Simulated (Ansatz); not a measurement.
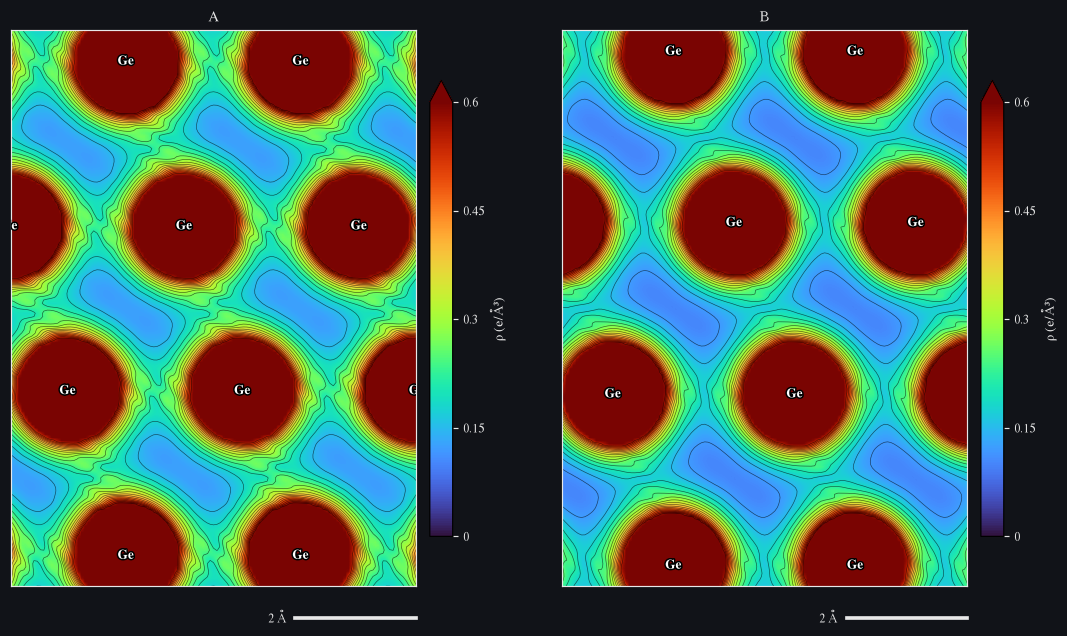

Ge. The valence electron density of two cells that differ in size, on the (010) plane of each (indices in the axes of the calculation cell), at one length scale and on one colour scale; one has 18.6 and the other 20.9 Å³ an atom.

All numbers below come from DFT, PBE, plane waves (420 eV) with PAW, scalar-relativistic (Ansatz 0.2.0).

### Which panel shows the smaller cell, and what does the compression change?

Panel A is the smaller cell, by 11 % in volume. From the larger cell to the smaller, Ge–Ge goes from 3.00 to 2.89 Å, and the density at its midpoint from 0.16 to 0.23 e/Å³; the pressure goes from −4.3 to 2.3 GPa.
